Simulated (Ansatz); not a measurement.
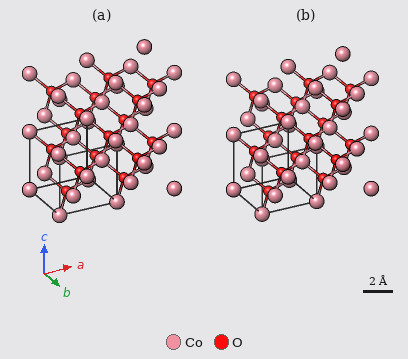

The structure of crystalline CoO (built on the zinc blende type) before (left) and after (right) a relaxation, at one scale.

The picture is a ball-and-stick view of the conventional cell (4 times the calculation's cell), repeated 2 × 1 × 2 with one cell outlined, seen from a free direction. Lengths and directions refer to the drawn axes.

Case: no spin polarisation.

Theory: DFT r2SCAN, scalar-relativistic, plane waves, PAW in Ansatz 0.2.0. (plane-wave cutoff 500 eV; k-point mesh 14 × 14 × 14; occupations gaussian; smearing width 0.02 eV; no spin polarisation; cell and atoms relaxed; force threshold 0.01 eV/Å; at most 60 steps)

Q: Summarise the run.

A: The energy falls by 133 meV per atom in 4 accepted moves (6 points after the start). All forces vanish by symmetry, so only the cell relaxes. Pressure: −22.47 GPa at the start and 0.00 GPa at the end. The SCF was repeated twice at an unchanged geometry on a basis and grid sized afresh for the cell, which shifted the energy by 1.6 meV per atom at most. No atom moves by more than 0.005 Å relative to the cell. The volume changes by −14.0 %, with a = b = c 4.542 → 4.320 Å (−4.9 %). Some distances before and after: Co–O 1.967 → 1.870 Å. The space group stays F-43m (No. 216). The run took 44 s on 1 thread of Intel(R) Xeon(R) 6975P-C (Granite Rapids), on a shared host, peak memory 0.46 GiB.

Limits of the set-up: an element that often carries a moment was run without spin polarisation.
